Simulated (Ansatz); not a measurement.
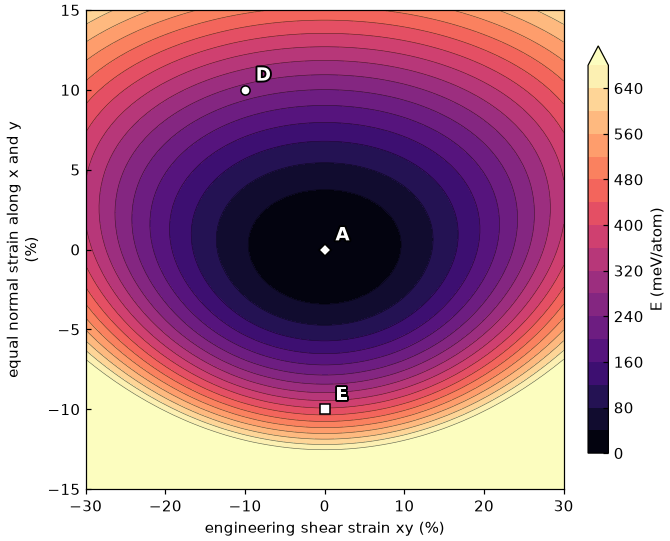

Si (Cmcm, No. 63; 12 atoms in the cell). The energy is mapped over two homogeneous strains (x along [1 0 0], y along [0 1 0], z along [0 0 1] of the conventional cell). First axis: engineering shear strain xy. Second axis: equal normal strain along x and y. Nothing is relaxed (fractional coordinates fixed). Grid: 7 × 7 points; 28 points were computed and 21 follow by symmetry. Points are written as (first, second). Energies: meV/atom, counted from the lowest grid point. The band gap closes in part of the range. The calculation used DFT PBEsol, scalar-relativistic, plane waves, PAW in Ansatz. Settings: cutoff 420 eV, k-mesh 10×10×4 in the order of the run's cell vectors, gaussian smearing 0.05 eV, no spin polarisation.

The picture shows filled contours, one colour for all values above the top of the scale, lettered points. Between grid points the surface is interpolated.

**Is E the lowest point of the computed grid?**

No. E lies 407 meV/atom above the lowest grid point, which is at (0 %, 0 %).

**What kind of point is each of A, D, E: minimum, saddle, maximum or slope?**

A: minimum; D: on a slope; E: on a slope. (In these two coordinates alone; a stationary point may lie a little off the grid point.)

PAW datasets: the set soft_1.
